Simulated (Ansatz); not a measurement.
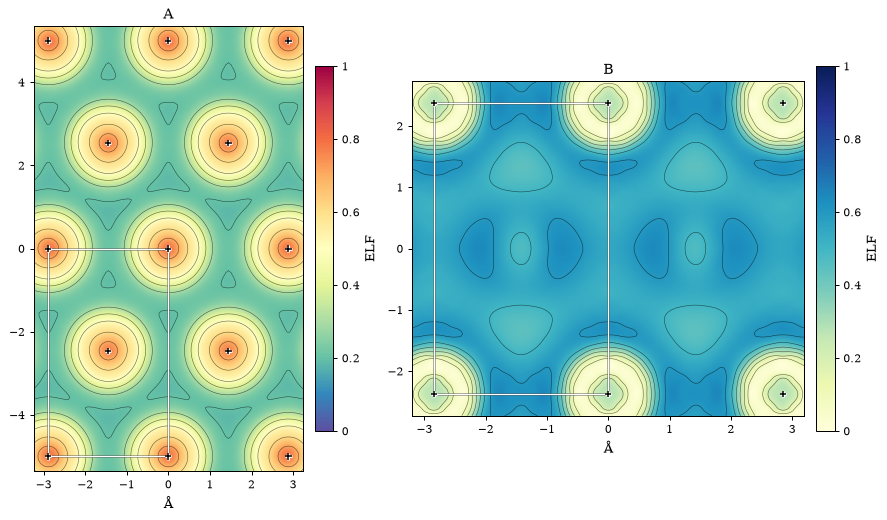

The ELF of 2 systems, each on a plane through atoms (crosses mark nuclei in the plane).

All numbers below come from DFT PBEsol, scalar-relativistic, plane waves, PAW (Ansatz 0.2.0).

System 1: Au, the (100) plane of the conventional cell. Space group C2/m.

System 2: Al, the (010) plane of the conventional cell. Space group P6₃/mmc; a structure from a database of computed crystals, not necessarily the ambient phase; changed on purpose from its base cell (strain +0.000 along x and y, +0.025 along z, atoms carried along).

```
Al
1.0
     2.85007    0.00000    0.00000
    -1.42504    2.46823    0.00000
     0.00000    0.00000    4.75325
Al
2
Direct
  0.66667 0.33333 0.75000
  0.33333 0.66667 0.25000
```

Which map belongs to which system?

Answer. Panel A is system 1, Au: the plane holds Au. Au–Au (2.89 Å): the ELF is about 0.20 at the midpoint (no shared electron pair shows on this line). Panel B is system 2, Al: the plane holds Al. Al–Al (2.85 Å): the ELF peaks at about 0.65 between the atoms.
